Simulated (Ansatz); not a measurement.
System: Ni.

```yaml
crystal:
  lattice:
    - [3.10751, 0.00000, 0.00000]
    - [0.00000, 3.48418, 0.00000]
    - [0.00000, 0.00000, 3.68107]
  atoms:
    - { symbol: Ni, position: [0.00000, 0.00000, 0.00000] }
    - { symbol: Ni, position: [0.50000, 0.50000, 0.00000] }
    - { symbol: Ni, position: [0.50000, 0.00000, 0.50000] }
    - { symbol: Ni, position: [0.00000, 0.50000, 0.50000] }
```

Space group Fmmm; changed on purpose from its base cell (strain +e along x and -e along y -0.0550, strain +e along z and -e/2 along x and y +0.0750); computed pressure about 3 GPa in this cell; the SCF solution may not be the lowest one; PAW files of the earlier set (soft_1); spin-polarised.

Theory: DFT LDA, scalar-relativistic, plane waves, PAW (Ansatz 0.2.0).

What can the converged valence pseudo-density, electron localisation function and spin density tell about the bonding?

Answer. Ni–Ni (2.33 Å): the density is about 0.41 e/Å³ at the midpoint; the ELF is about 0.25 at the midpoint: no localised pair shows between them.
The spin density sits on Ni: +0.6 μB (×4) in one cell of 4 atoms: parallel main moments, as they must be, since the calculation's own cell holds one magnetic site. The cell of the calculation (1 atoms) carries 0.6 μB of net spin moment.

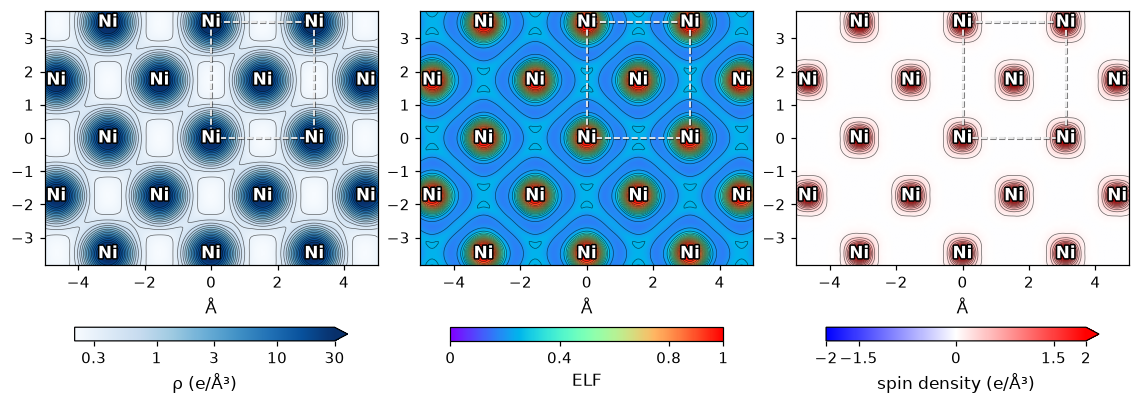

Computed valence pseudo-density, electron localisation function and spin density on the (001) plane of the conventional cell, in this order. 
